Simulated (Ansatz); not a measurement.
```xyz
5
Lattice="4.2800 0.0000 0.0000 0.0000 4.2800 0.0000 0.0000 0.0000 4.2800" Properties=species:S:1:pos:R:3 pbc="T T T"
Sn    0.0000    0.0000    0.0000
O     2.1400    2.1400    2.1400
Zn    2.1400    2.1400    0.0000
Zn    2.1400    0.0000    2.1400
Zn    0.0000    2.1400    2.1400
```

Space group Pm-3m; a generated structure, not necessarily the stable one; changed on purpose from its base cell (volume × 1.000 of the coarse rest volume).

Level of theory: Ansatz, DFT r2SCAN, scalar-relativistic, plane waves, PAW.

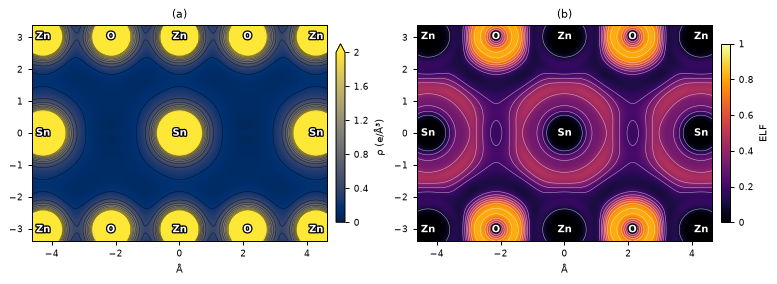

Zn3SnO. (a) valence pseudo-density; (b) electron localisation function on the (011̄) plane of the conventional cell.

Read the bonding off the picture.

Answer. The plane passes through Sn, O and Zn nuclei. Zn–O (2.14 Å): ρ at the midpoint is about 0.41 e/Å³; the ELF peaks at about 0.80 in the valence shell of O, 0.6 Å from its nucleus, and is about 0.15 at the midpoint: no localised pair shows between them. Zn–Sn (3.03 Å): ρ at the midpoint is about 0.19 e/Å³; the ELF is about 0.45 at the midpoint; no shared electron pair shows on this line. Between the atoms the lowest density in this plane is 0.07 e/Å³.

Does the calculation make it a metal, or give it a gap?

Answer. It is metallic or semimetallic at this level of theory: no gap opens.
